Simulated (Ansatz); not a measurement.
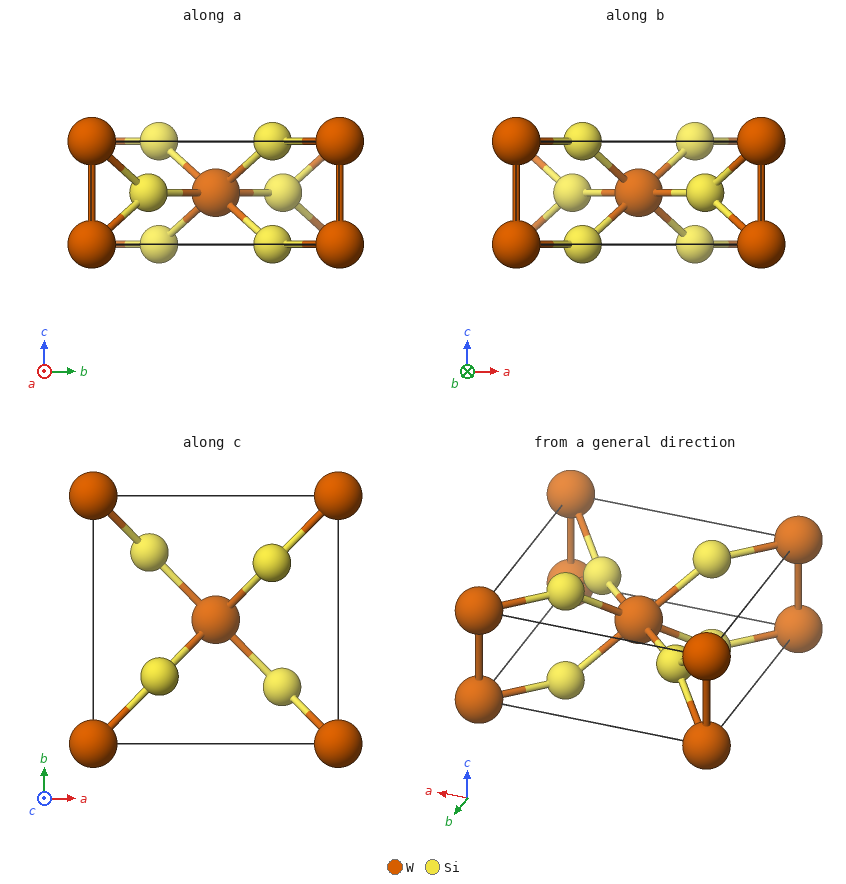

Crystal structure, ball-and-stick style, seen along the a axis, along the b axis, along the c axis and from a general direction. One unit cell is outlined, and atoms on its boundary appear in each equivalent place.

The cell is given by a = 6.471 Å, b = 6.552 Å, c = 2.723 Å, α = 90.00°, β = 90.00°, γ = 90.00°.

Bond cut-offs: Si–W up to 3.14 Å, W–W up to 2.98 Å (cut-off distances).

### Which compound is drawn?

Si$_{2}$W. The cell holds 4 Si, 2 W, counting shared atoms by their share.

### What is Si bonded to?

Each Si has three W at about 2.5 Å.

### What is the topology of the bonding, in broad terms?

The bonds build a three-dimensional framework.

The structure comes from a textbook structure type filled with these elements (whether it is the usual form wasn't checked). The picture shows the end point of a geometry optimisation with DFT r2SCAN, scalar-relativistic, plane waves, PAW in Ansatz.
